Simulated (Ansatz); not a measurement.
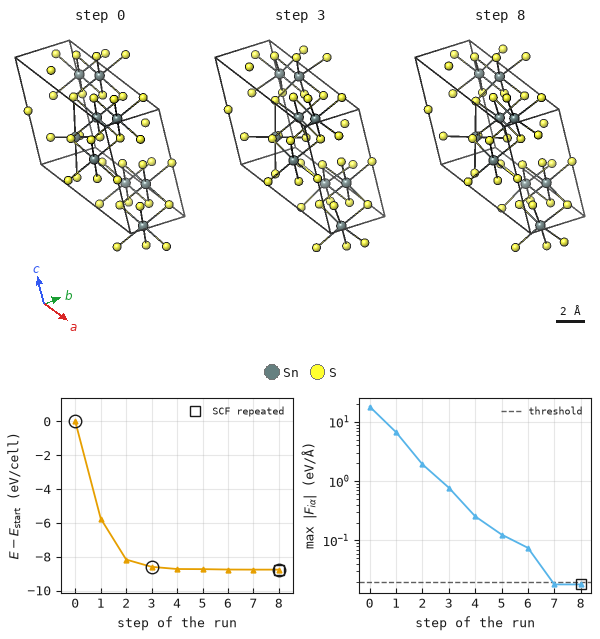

Frames of a relaxation of a defect cell of composition Sn7S16 (cell charge −4) (started half-way along a vacancy jump, in the symmetry of that start), marked on the history of the run. The picture is a ball-and-stick view of the cell of the calculation (origin shifted), seen slightly off an axis.

These are results of Ansatz, DFT PBEsol, scalar-relativistic, plane waves, PAW, not measurements.

Input
```yaml
crystal:
  lattice:
    - [5.4769714546, -3.1621309437, -6.0589188814]
    - [-5.4769714546, 3.1621309437, -6.0589188814]
    - [3.6513143032, 6.3242618874, 6.0589188814]
  atoms:
    - { symbol: Sn, position: [0.0, 0.0, 0.0] }
    - { symbol: Sn, position: [0.4375, 0.6875, 0.125] }
    - { symbol: Sn, position: [0.875, 0.375, 0.25] }
    - { symbol: Sn, position: [0.75, 0.75, 0.5] }
    - { symbol: Sn, position: [0.25, 0.25, 0.5] }
    - { symbol: Sn, position: [0.125, 0.625, 0.75] }
    - { symbol: Sn, position: [0.625, 0.125, 0.75] }
    - { symbol: S, position: [0.5867118132, 0.4200451466, 0.25] }
    - { symbol: S, position: [0.0867118132, 0.9200451466, 0.25] }
    - { symbol: S, position: [0.4617118132, 0.7950451466, 0.5] }
    - { symbol: S, position: [0.9617118132, 0.2950451466, 0.5] }
    - { symbol: S, position: [0.8367118132, 0.6700451466, 0.75] }
    - { symbol: S, position: [0.3367118132, 0.1700451466, 0.75] }
    - { symbol: S, position: [0.2117118132, 0.5450451466, 1.0] }
    - { symbol: S, position: [0.7117118132, 0.0450451466, 0.0] }
    - { symbol: S, position: [0.1632881868, 0.3299548534, 0.25] }
    - { symbol: S, position: [0.6632881868, 0.8299548534, 0.25] }
    - { symbol: S, position: [0.0382881868, 0.7049548534, 0.5] }
    - { symbol: S, position: [0.5382881868, 0.2049548534, 0.5] }
    - { symbol: S, position: [0.4132881868, 0.5799548534, 0.75] }
    - { symbol: S, position: [0.9132881868, 0.0799548534, 0.75] }
    - { symbol: S, position: [0.7882881868, 0.4549548534, 0.0] }
    - { symbol: S, position: [0.2882881868, 0.9549548534, 1.0] }
total_charge: -4
basis:
  ecutwfc: 420
kpoints:
  mp_grid: { grid: [4, 4, 4] }
hamiltonian:
  xc: pbesol
scf:
  occupations: { method: gaussian, width: 0.05 }
output:
  forces: true
  stress: true
  eigenvalues: true
relax:
  adjacent_minimum: "off"
  f_tol: 0.02
  max_steps: 60
  escape_saddle: false
```

Run as
```bash
ansatz run input.yaml --threads 4 --pin off --max-ram 9216MiB --backend cpu --events-out ev --progress --plain --runs-dir out
```

> Describe the path.

The largest moves, 0.55 Å, are those of S14 and S17. S17 goes roughly along [2 1 1]. By element the largest moves are S 0.55 Å, Sn 0.20 Å. The cell doesn't change. Near-neighbour distances that change, for instance: Sn2–S14 1.812 → 2.357 Å, Sn2–S10 3.154 → 2.800 Å, Sn2–S23 3.154 → 2.863 Å, Sn5–S11 2.572 → 2.740 Å. Bond angles that change, for instance: S11–Sn5–S19 180.0° → 167.5°, S9–Sn5–S20 180.0° → 171.0°, S9–Sn5–S19 89.6° → 98.1°. After 7 accepted moves (8 points after the start) the energy has fallen by 8.761 eV per cell of the calculation. The largest force component goes from 18 to 0.018 eV/Å. 1 step only repeated the SCF at the same geometry. From step 0 to 3: S atoms move most (0.46 Å), energy −8.597 eV per cell of the calculation. From step 3 to 8: S atoms move most (0.11 Å), energy −0.164 eV per cell of the calculation.

| step | E − E(0), meV/atom | largest force component, eV/Å | note |
| --- | --- | --- | --- |
| 0 | 0.00 | 18.0713 |  |
| 1 | -249.76 | 6.6932 |  |
| 2 | -355.10 | 1.9228 |  |
| 3 | -373.79 | 0.7771 |  |
| 4 | -379.36 | 0.2553 |  |
| 5 | -379.68 | 0.1260 |  |
| 6 | -380.70 | 0.0751 |  |
| 7 | -380.93 | 0.0182 |  |
| 8 | -380.93 | 0.0181 | same geometry, SCF repeated |

Limits of the set-up: the cell is charged, on a uniform background, and energies carry no finite-size correction.
